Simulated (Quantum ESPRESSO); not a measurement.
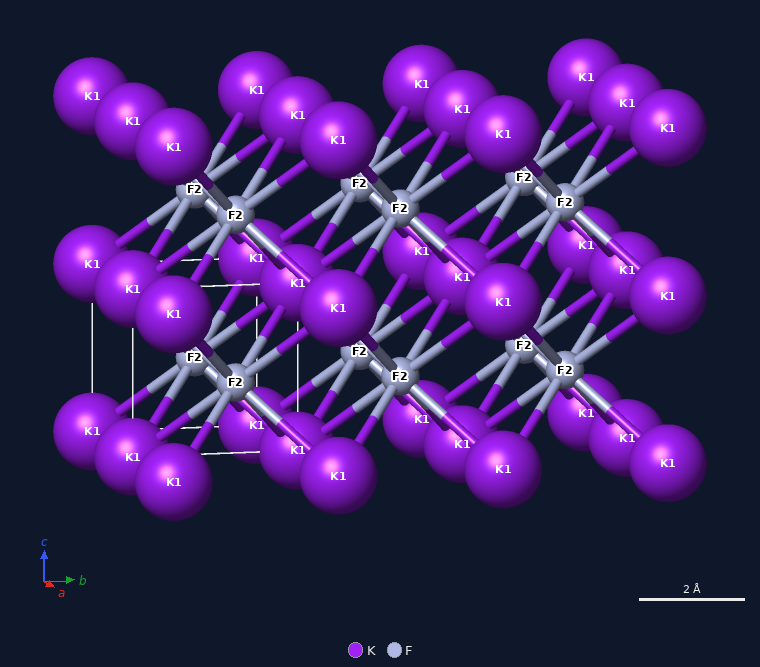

Figure 1. The structure as given in the input (ball-and-stick view of the cell of the calculation, repeated 2 × 3 × 2, seen slightly off an axis; atoms are numbered from 1 in the order of the input).

Run report: KF, single-point calculation

- system: KF (Pm-3m, 2 atoms in the cell)
- method: Kohn-Sham DFT of a periodic cell, PBE, SSSP 1.3 efficiency PBE, no spin polarisation (Quantum ESPRESSO 7.5)

The structure derives from a Materials Project entry.

### Input
```
&CONTROL
  calculation = 'scf'
  prefix = 'pwscf'
  outdir = './tmp'
  pseudo_dir = './pseudo'
  tprnfor = .true.
  tstress = .true.
  disk_io = 'low'
/
&SYSTEM
  ibrav = 0
  nat = 2
  ntyp = 2
  ecutwfc = 60
  ecutrho = 480
  nbnd = 14
  occupations = 'smearing'
  smearing = 'fd'
  degauss = 0.00367493
/
&ELECTRONS
  conv_thr = 4d-10
  electron_maxstep = 120
  mixing_beta = 0.5
/
ATOMIC_SPECIES
K     39.0983 K.pbe-spn-kjpaw_psl.1.0.0.UPF
F     18.9984 f_pbe_v1.4.uspp.F.UPF
CELL_PARAMETERS angstrom
   3.2589550000    0.0000000000    0.0000000000
   0.0000000000    3.2589550000    0.0000000000
   0.0000000000    0.0000000000    3.2589550000
ATOMIC_POSITIONS crystal
K      0.0000000000    0.0000000000    0.0000000000
F      0.5000000000    0.5000000000    0.5000000000
K_POINTS automatic
8 8 8 0 0 0
```

### File pp_density.in
```
&INPUTPP
  prefix = 'pwscf'
  outdir = './tmp'
  filplot = 'density.dat'
  plot_num = 0
/
&PLOT
  nfile = 1
  filepp(1) = 'density.dat'
  iflag = 3
  output_format = 6
  fileout = 'density.cube'
/
```

### File pp_potential.in
```
&INPUTPP
  prefix = 'pwscf'
  outdir = './tmp'
  filplot = 'potential.dat'
  plot_num = 11
/
&PLOT
  nfile = 1
  filepp(1) = 'potential.dat'
  iflag = 3
  output_format = 6
  fileout = 'potential.cube'
/
```

Command:
```bash
OMP_NUM_THREADS=1 pw.x -in pw.in > pw.out
OMP_NUM_THREADS=1 pp.x -in pp_density.in > pp_density.out
OMP_NUM_THREADS=1 pp.x -in pp_potential.in > pp_potential.out
```

### The program's output
```
This program is part of the open-source Quantum ESPRESSO suite
     for quantum simulation of materials; please cite
         "P. Giannozzi et al., J. Phys.:Condens. Matter 21 395502 (2009);
         "P. Giannozzi et al., J. Phys.:Condens. Matter 29 465901 (2017);
         "P. Giannozzi et al., J. Chem. Phys. 152 154105 (2020);
          URL
     in publications or presentations arising from this work. More details at

     file K.pbe-spn-kjpaw_psl.1.0.0.UPF: wavefunction(s)  3S renormalized
     Message from routine setup:
     using ibrav=0 with symmetry is DISCOURAGED, use correct ibrav instead

     Subspace diagonalization in iterative solution of the eigenvalue problem:
     a serial algorithm will be used

     G-vector sticks info
     --------------------
     sticks:   dense  smooth     PW     G-vecs:    dense   smooth      PW
     Sum        1457     725    221                41755    14771    2517

     Using Slab Decomposition

     bravais-lattice index     =            0
     lattice parameter (alat)  =       6.1585  a.u.
     unit-cell volume          =     233.5779 (a.u.)^3
     number of atoms/cell      =            2
     number of atomic types    =            2
     number of electrons       =        16.00
     number of Kohn-Sham states=           14
     kinetic-energy cutoff     =      60.0000  Ry
     charge density cutoff     =     480.0000  Ry
     scf convergence threshold =      4.0E-10
     mixing beta               =       0.5000
     number of iterations used =            8  plain     mixing
     Exchange-correlation=  SLA  PW   PBX  PBC
                           (   1   4   3   4   0   0   0)

     celldm(1)=   6.158532  celldm(2)=   0.000000  celldm(3)=   0.000000
     celldm(4)=   0.000000  celldm(5)=   0.000000  celldm(6)=   0.000000

     crystal axes: (cart. coord. in units of alat)
               a(1) = (   1.000000   0.000000   0.000000 )
               a(2) = (   0.000000   1.000000   0.000000 )
               a(3) = (   0.000000   0.000000   1.000000 )

     reciprocal axes: (cart. coord. in units 2 pi/alat)
               b(1) = (  1.000000  0.000000  0.000000 )
               b(2) = (  0.000000  1.000000  0.000000 )
               b(3) = (  0.000000  0.000000  1.000000 )

     PseudoPot. # 1 for K  read from file:
     K.pbe-spn-kjpaw_psl.1.0.0.UPF
     Pseudo is Projector augmented-wave + core cor, Zval =  9.0
     Generated using "atomic" code by A. Dal Corso  v.5.1
     Shape of augmentation charge: PSQ
     Using radial grid of 1165 points,  6 beta functions with:
                l(1) =   0
                l(2) =   0
                l(3) =   1
                l(4) =   1
                l(5) =   2
                l(6) =   2
     Q(r) pseudized with 0 coefficients

     PseudoPot. # 2 for F  read from file:
     f_pbe_v1.4.uspp.F.UPF
     Pseudo is Ultrasoft, Zval =  7.0
     Generated by new atomic code, or converted to UPF format
     Using radial grid of  799 points,  4 beta functions with:
                l(1) =   0
                l(2) =   0
                l(3) =   1
                l(4) =   1
     Q(r) pseudized with  8 coefficients,  rinner =    0.950   0.950   0.950

     atomic species   valence    mass     pseudopotential
     K                 9.00    39.09830     K ( 1.00)
     F                 7.00    18.99840     F ( 1.00)

     48 Sym. Ops., with inversion, found

   Cartesian axes

     site n.     atom                  positions (alat units)
         1        K      tau(   1) = (   0.0000000   0.0000000   0.0000000  )
         2        F      tau(   2) = (   0.5000000   0.5000000   0.5000000  )

     number of k points=    35  Fermi-Dirac smearing, width (Ry)=  0.0037
                       cart. coord. in units 2pi/alat
        k(    1) = (   0.0000000   0.0000000   0.0000000), wk =   0.0039062
        k(    2) = (   0.0000000   0.0000000   0.1250000), wk =   0.0234375
        k(    3) = (   0.0000000   0.0000000   0.2500000), wk =   0.0234375
        k(    4) = (   0.0000000   0.0000000   0.3750000), wk =   0.0234375
        k(    5) = (   0.0000000   0.0000000  -0.5000000), wk =   0.0117188
        k(    6) = (   0.0000000   0.1250000   0.1250000), wk =   0.0468750
        k(    7) = (   0.0000000   0.1250000   0.2500000), wk =   0.0937500
        k(    8) = (   0.0000000   0.1250000   0.3750000), wk =   0.0937500
        k(    9) = (   0.0000000   0.1250000  -0.5000000), wk =   0.0468750
        k(   10) = (   0.0000000   0.2500000   0.2500000), wk =   0.0468750
        k(   11) = (   0.0000000   0.2500000   0.3750000), wk =   0.0937500
        k(   12) = (   0.0000000   0.2500000  -0.5000000), wk =   0.0468750
        k(   13) = (   0.0000000   0.3750000   0.3750000), wk =   0.0468750
        k(   14) = (   0.0000000   0.3750000  -0.5000000), wk =   0.0468750
        k(   15) = (   0.0000000  -0.5000000  -0.5000000), wk =   0.0117188
        k(   16) = (   0.1250000   0.1250000   0.1250000), wk =   0.0312500
        k(   17) = (   0.1250000   0.1250000   0.2500000), wk =   0.0937500
        k(   18) = (   0.1250000   0.1250000   0.3750000), wk =   0.0937500
        k(   19) = (   0.1250000   0.1250000  -0.5000000), wk =   0.0468750
        k(   20) = (   0.1250000   0.2500000   0.2500000), wk =   0.0937500
        k(   21) = (   0.1250000   0.2500000   0.3750000), wk =   0.1875000
        k(   22) = (   0.1250000   0.2500000  -0.5000000), wk =   0.0937500
        k(   23) = (   0.1250000   0.3750000   0.3750000), wk =   0.0937500
        k(   24) = (   0.1250000   0.3750000  -0.5000000), wk =   0.0937500
        k(   25) = (   0.1250000  -0.5000000  -0.5000000), wk =   0.0234375
        k(   26) = (   0.2500000   0.2500000   0.2500000), wk =   0.0312500
        k(   27) = (   0.2500000   0.2500000   0.3750000), wk =   0.0937500
        k(   28) = (   0.2500000   0.2500000  -0.5000000), wk =   0.0468750
        k(   29) = (   0.2500000   0.3750000   0.3750000), wk =   0.0937500
        k(   30) = (   0.2500000   0.3750000  -0.5000000), wk =   0.0937500
        k(   31) = (   0.2500000  -0.5000000  -0.5000000), wk =   0.0234375
        k(   32) = (   0.3750000   0.3750000   0.3750000), wk =   0.0312500
        k(   33) = (   0.3750000   0.3750000  -0.5000000), wk =   0.0468750
        k(   34) = (   0.3750000  -0.5000000  -0.5000000), wk =   0.0234375
        k(   35) = (  -0.5000000  -0.5000000  -0.5000000), wk =   0.0039062

     Dense  grid:    41755 G-vectors     FFT dimensions: (  45,  45,  45)

     Smooth grid:    14771 G-vectors     FFT dimensions: (  32,  32,  32)

     Initial potential from superposition of free atoms

     starting charge      15.9812, renormalised to      16.0000
     Starting wfcs are   12 randomized atomic wfcs +    2 random wfcs
     Checking if some PAW data can be deallocated...

     Self-consistent Calculation

     iteration #  1     ecut=    60.00 Ry     beta= 0.50
     Davidson diagonalization with overlap
     ethr =  1.00E-02,  avg # of iterations =  5.5

     total energy              =    -161.76947998 Ry
     estimated scf accuracy    <       0.26250729 Ry

     iteration #  2     ecut=    60.00 Ry     beta= 0.50
     Davidson diagonalization with overlap
     ethr =  1.64E-03,  avg # of iterations =  2.1

     total energy              =    -161.84043514 Ry
     estimated scf accuracy    <       0.08050629 Ry

     iteration #  3     ecut=    60.00 Ry     beta= 0.50
     Davidson diagonalization with overlap
     ethr =  5.03E-04,  avg # of iterations =  2.5

     total energy              =    -161.85416256 Ry
     estimated scf accuracy    <       0.00367567 Ry

     iteration #  4     ecut=    60.00 Ry     beta= 0.50
     Davidson diagonalization with overlap
     ethr =  2.30E-05,  avg # of iterations =  3.6

     total energy              =    -161.85454497 Ry
     estimated scf accuracy    <       0.00018954 Ry

     iteration #  5     ecut=    60.00 Ry     beta= 0.50
     Davidson diagonalization with overlap
     ethr =  1.18E-06,  avg # of iterations =  2.3

     total energy              =    -161.85460046 Ry
     estimated scf accuracy    <       0.00001632 Ry

     iteration #  6     ecut=    60.00 Ry     beta= 0.50
     Davidson diagonalization with overlap
     ethr =  1.02E-07,  avg # of iterations =  2.2

     total energy              =    -161.85460358 Ry
     estimated scf accuracy    <       0.00000708 Ry

     iteration #  7     ecut=    60.00 Ry     beta= 0.50
     Davidson diagonalization with overlap
     ethr =  4.42E-08,  avg # of iterations =  2.0

     total energy              =    -161.85460523 Ry
     estimated scf accuracy    <       0.00000059 Ry

     iteration #  8     ecut=    60.00 Ry     beta= 0.50
     Davidson diagonalization with overlap
     ethr =  3.68E-09,  avg # of iterations =  1.8

     total energy              =    -161.85460531 Ry
     estimated scf accuracy    <       0.00000001 Ry

     iteration #  9     ecut=    60.00 Ry     beta= 0.50
     Davidson diagonalization with overlap
     ethr =  6.94E-11,  avg # of iterations =  2.0

     total energy              =    -161.85460531 Ry
     estimated scf accuracy    <          1.4E-09 Ry

     iteration # 10     ecut=    60.00 Ry     beta= 0.50
     Davidson diagonalization with overlap
     ethr =  8.55E-12,  avg # of iterations =  1.9

     End of self-consistent calculation

          k = 0.0000 0.0000 0.0000 (  1839 PWs)   bands (ev):

   -24.2755 -16.1618  -7.3084  -7.3084  -7.3084   2.6828   2.6828   2.6828
     9.0005  11.0343  11.0343  16.3684  16.3684  16.3684

          k = 0.0000 0.0000 0.1250 (  1839 PWs)   bands (ev):

   -24.2575 -16.1654  -7.4146  -7.2926  -7.2926   2.4808   2.6675   2.6675
     9.4134  11.1531  11.3810  16.1281  16.1281  16.4116

          k = 0.0000 0.0000 0.2500 (  1835 PWs)   bands (ev):

   -24.2137 -16.1751  -7.6595  -7.2541  -7.2541   2.0464   2.6294   2.6294
    10.4301  11.4691  12.2608  15.6282  15.6282  16.5185

          k = 0.0000 0.0000 0.3750 (  1843 PWs)   bands (ev):

   -24.1692 -16.1864  -7.8899  -7.2150  -7.2150   1.6655   2.5895   2.5895
    11.5505  11.8400  13.2075  15.2088  15.2088  16.6299

          k = 0.0000 0.0000-0.5000 (  1840 PWs)   bands (ev):

   -24.1505 -16.1915  -7.9815  -7.1986  -7.1986   1.5193   2.5725   2.5725
    12.0162  12.0924  13.5951  15.0526  15.0526  16.6774

          k = 0.0000 0.1250 0.1250 (  1845 PWs)   bands (ev):

   -24.2400 -16.1661  -7.4278  -7.3787  -7.2774   2.3992   2.5779   2.6578
     9.7761  11.3736  11.6134  15.8354  16.0468  16.2477

          k = 0.0000 0.1250 0.2500 (  1834 PWs)   bands (ev):

   -24.1972 -16.1686  -7.6627  -7.3717  -7.2403   2.0659   2.5304   2.6332
    10.6686  11.7088  12.4353  15.2794  15.5726  16.2199

          k = 0.0000 0.1250 0.3750 (  1835 PWs)   bands (ev):

   -24.1538 -16.1726  -7.9000  -7.3476  -7.2028   1.7414   2.5083   2.6070
    11.6301  12.1109  13.1349  15.1108  15.1385  16.2387

          k = 0.0000 0.1250-0.5000 (  1844 PWs)   bands (ev):

   -24.1356 -16.1746  -7.9945  -7.3375  -7.1871   1.6150   2.4990   2.5956
    12.0092  12.5056  13.0670  14.9765  15.3809  16.2469

          k = 0.0000 0.2500 0.2500 (  1853 PWs)   bands (ev):

   -24.1571 -16.1535  -7.7058  -7.6083  -7.2070   2.0487   2.3632   2.6418
    11.1736  12.1056  13.1294  14.7681  15.3573  15.7064

          k = 0.0000 0.2500 0.3750 (  1831 PWs)   bands (ev):

   -24.1163 -16.1391  -7.9263  -7.6524  -7.1732   1.9089   2.3276   2.6494
    11.6412  12.2339  13.7146  14.9646  15.2287  15.4833

          k = 0.0000 0.2500-0.5000 (  1838 PWs)   bands (ev):

   -24.0992 -16.1334  -8.0273  -7.6570  -7.1591   1.8336   2.3324   2.6522
    11.8969  12.1561  13.7583  14.7925  15.4227  16.0373

          k = 0.0000 0.3750 0.3750 (  1830 PWs)   bands (ev):

   -24.0783 -16.1055  -7.9707  -7.9225  -7.1433   2.0375   2.1863   2.6922
    11.5543  11.8773  14.7593  14.9121  15.1512  15.7060

          k = 0.0000 0.3750-0.5000 (  1844 PWs)   bands (ev):

   -24.0624 -16.0915  -8.0620  -7.9574  -7.1308   2.0389   2.1801   2.7100
    11.4602  11.7704  14.6084  14.7704  15.5165  16.6760

          k = 0.0000-0.5000-0.5000 (  1852 PWs)   bands (ev):

   -24.0471 -16.0739  -8.0769  -8.0769  -7.1190   2.1210   2.1210   2.7343
    11.2072  11.7142  14.5321  14.5321  16.9484  16.9484

          k = 0.1250 0.1250 0.1250 (  1833 PWs)   bands (ev):

   -24.2229 -16.1644  -7.4101  -7.4101  -7.3543   2.3673   2.5589   2.5589
    10.1143  11.7136  11.7136  15.7626  15.7626  15.9791

          k = 0.1250 0.1250 0.2500 (  1850 PWs)   bands (ev):

   -24.1810 -16.1611  -7.6595  -7.3669  -7.3548   2.1003   2.5114   2.5345
    10.9408  11.9795  12.5630  15.1755  15.2854  15.8590

          k = 0.1250 0.1250 0.3750 (  1836 PWs)   bands (ev):

   -24.1386 -16.1590  -7.9042  -7.3452  -7.3231   1.8050   2.4617   2.5651
    11.8700  12.2936  13.1197  14.6691  15.3611  15.8502

          k = 0.1250 0.1250-0.5000 (  1830 PWs)   bands (ev):

   -24.1208 -16.1586  -8.0017  -7.3412  -7.3047   1.6885   2.4405   2.5782
    12.4458  12.4918  12.8827  14.4685  15.8382  15.9241

          k = 0.1250 0.2500 0.2500 (  1853 PWs)   bands (ev):

   -24.1416 -16.1434  -7.6838  -7.6096  -7.3319   2.1048   2.3304   2.5186
    11.5059  12.4179  13.1836  14.6867  15.0571  15.2861

          k = 0.1250 0.2500 0.3750 (  1828 PWs)   bands (ev):

   -24.1015 -16.1262  -7.9163  -7.6373  -7.3000   1.9387   2.2860   2.5473
    11.9936  12.5139  13.7042  14.4499  15.0719  15.5110

          k = 0.1250 0.2500-0.5000 (  1834 PWs)   bands (ev):

   -24.0848 -16.1193  -8.0202  -7.6380  -7.2859   1.8532   2.2765   2.5698
    12.2831  12.3758  13.7451  14.2647  15.0703  16.4853

          k = 0.1250 0.3750 0.3750 (  1823 PWs)   bands (ev):

   -24.0640 -16.0932  -7.9447  -7.9077  -7.2661   2.0224   2.1354   2.5558
    11.8414  12.3164  14.3883  14.4654  15.2984  15.8536

          k = 0.1250 0.3750-0.5000 (  1824 PWs)   bands (ev):

   -24.0484 -16.0794  -8.0404  -7.9320  -7.2517   2.0031   2.1215   2.5654
    11.7114  12.2720  14.2357  14.4305  15.6067  16.9811

          k = 0.1250-0.5000-0.5000 (  1828 PWs)   bands (ev):

   -24.0331 -16.0627  -8.0493  -8.0493  -7.2373   2.0616   2.0616   2.5628
    11.4964  12.2258  14.2217  14.2217  17.2029  17.2029

          k = 0.2500 0.2500 0.2500 (  1824 PWs)   bands (ev):

   -24.1039 -16.1191  -7.6299  -7.6299  -7.6043   2.2245   2.2489   2.2489
    12.1350  13.3245  13.3245  14.4665  14.4665  14.7629

          k = 0.2500 0.2500 0.3750 (  1835 PWs)   bands (ev):

   -24.0657 -16.0949  -7.8948  -7.6171  -7.5749   1.9875   2.1642   2.3507
    12.4329  13.4985  13.7267  13.9729  14.4394  15.6435

          k = 0.2500 0.2500-0.5000 (  1816 PWs)   bands (ev):

   -24.0497 -16.0850  -8.0034  -7.6196  -7.5518   1.8888   2.1282   2.3973
    12.4343  13.6691  13.6970  13.7455  14.4183  17.0370

          k = 0.2500 0.3750 0.3750 (  1826 PWs)   bands (ev):

   -24.0293 -16.0634  -7.8806  -7.8722  -7.5513   1.9723   2.0096   2.2565
    12.3970  13.5866  13.8251  13.8670  15.4311  15.9626

          k = 0.2500 0.3750-0.5000 (  1820 PWs)   bands (ev):

   -24.0141 -16.0502  -7.9875  -7.8698  -7.5328   1.9103   1.9756   2.2444
    12.2925  13.6312  13.6633  13.8659  15.6917  17.4338

          k = 0.2500-0.5000-0.5000 (  1820 PWs)   bands (ev):

   -23.9993 -16.0357  -7.9812  -7.9812  -7.5129   1.9156   1.9156   2.1817
    12.1807  13.6500  13.6797  13.6797  17.5971  17.5971

          k = 0.3750 0.3750 0.3750 (  1827 PWs)   bands (ev):

   -23.9942 -16.0333  -7.8442  -7.8150  -7.8150   1.8801   1.8801   2.0168
    12.7760  13.4155  13.4155  15.5116  15.5116  16.1920

          k = 0.3750 0.3750-0.5000 (  1836 PWs)   bands (ev):

   -23.9795 -16.0207  -7.9338  -7.8195  -7.7873   1.8097   1.8254   1.9539
    12.7911  13.2714  13.4326  15.5402  15.8832  17.7280

          k = 0.3750-0.5000-0.5000 (  1836 PWs)   bands (ev):

   -23.9650 -16.0084  -7.9113  -7.9113  -7.7761   1.7660   1.7660   1.8370
    12.8617  13.2847  13.2847  15.6936  17.8312  17.8312

          k =-0.5000-0.5000-0.5000 (  1856 PWs)   bands (ev):

   -23.9507 -15.9970  -7.8818  -7.8818  -7.8818   1.7029   1.7029   1.7029
    13.1473  13.1473  13.1473  17.8993  17.8993  17.8993

     the Fermi energy is     7.6056 ev

!    total energy              =    -161.85460531 Ry
     estimated scf accuracy    <          3.6E-12 Ry
     smearing contrib. (-TS)   =      -0.00000000 Ry
     internal energy E=F+TS    =    -161.85460531 Ry

     The total energy is F=E-TS. E is the sum of the following terms:
     one-electron contribution =     -35.66737199 Ry
     hartree contribution      =      26.27587813 Ry
     xc contribution           =     -20.74501194 Ry
     ewald contribution        =     -76.29944504 Ry
     one-center paw contrib.   =     -55.41865448 Ry

     convergence has been achieved in  10 iterations

     Forces acting on atoms (cartesian axes, Ry/au):

     atom    1 type  1   force =     0.00000000    0.00000000    0.00000000
     atom    2 type  2   force =     0.00000000    0.00000000    0.00000000

     Total force =     0.000000     Total SCF correction =     0.000000

     Computing stress (Cartesian axis) and pressure

          total   stress  (Ry/bohr**3)                   (kbar)     P=       -0.42
  -0.00000284   0.00000000   0.00000000           -0.42        0.00        0.00
   0.00000000  -0.00000284   0.00000000            0.00       -0.42        0.00
   0.00000000   0.00000000  -0.00000284            0.00        0.00       -0.42

=------------------------------------------------------------------------------=
   JOB DONE.
=------------------------------------------------------------------------------=
```

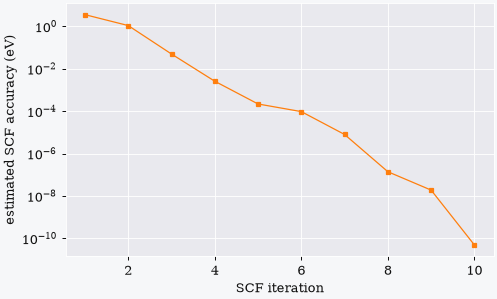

Figure 2. Convergence of the self-consistent field: estimated SCF accuracy against the iteration. The field takes 10 iterations in all.

### Summary

```tsv
quantity	value
outcome	converged
space group (tolerance 0.01 Å)	Pm-3m (221)
electrons treated	16
free energy	−2202.1441 eV
Fermi energy	7.606 eV
gap on the k-point mesh	6.27 eV
pressure	−0.04 GPa
largest force (length of the vector)	under 0.001 eV/Å
hardware	1 thread of Intel Xeon @ 2.50GHz (Skylake/Cascade Lake), 192 GiB of memory available, shared host
wall time	32 s
peak memory	0.22 GiB
```
